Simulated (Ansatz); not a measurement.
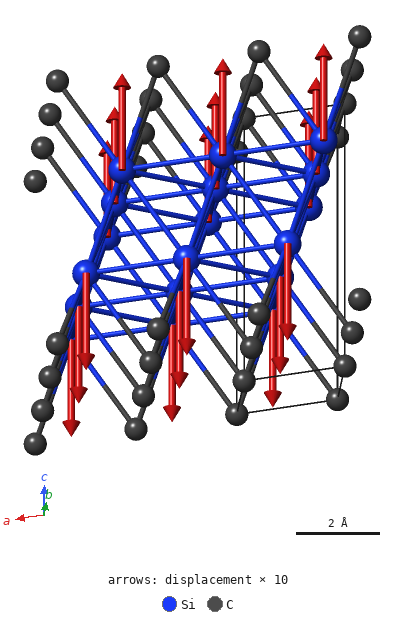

A relaxation of a crystal of Si2C (a generated structure, set up in P-3m1) (coarse preliminary run). The starting structure is drawn; red arrows show the displacements (the part carried along by the change of the cell is left out), magnified 10 times.

The picture is a ball-and-stick view of the cell of the calculation, repeated 3 × 3 × 1 with one cell outlined, seen from a free direction.

Theory: DFT PBE, scalar-relativistic, plane waves, PAW (Ansatz 0.2.0). Set-up: plane-wave cutoff 420 eV; k-point mesh 6 × 6 × 4; occupations gaussian; smearing width 0.1 eV; no spin polarisation; cell and atoms relaxed; force threshold 0.04 eV/Å; at most 70 steps.

**What did the optimiser do to the structure, and how much energy did it gain?**

After 13 accepted moves (15 points after the start) the energy has fallen by 1426 meV per atom. Largest force component: 1.8 eV/Å at the start, 0.037 eV/Å at the end. The pressure goes from −11.92 to 0.06 GPa. The line search rejected the trial step at point 6 of the run. The SCF was repeated once at an unchanged geometry on a basis and grid sized afresh for the cell, which shifted the energy by 1.9 meV per atom at most. The largest moves relative to the cell, 0.25 Å, are those of Si atoms. C stays in place. The drawn cell changes as follows: a = b 2.731 → 2.967 Å (+8.6 %), c 6.689 → 4.245 Å (−36.5 %); the volume changes by −25.1 %. Among the contacts that change: Si–Si 4.730 → 2.897 Å, C–Si 2.731 → 2.073 Å, Si–Si 2.731 → 2.967 Å, Si–Si 2.731 → 2.564 Å. Bond angles that change, for instance: Si–Si–Si 60.0° → 70.7°. The space group stays P-3m1 (No. 164). The run took 16 s on 1 thread of Arm Neoverse V1 (shared host), peak memory 0.28 GiB.

Limits of the set-up: the k-point mesh is coarse for a cell with partly filled bands.
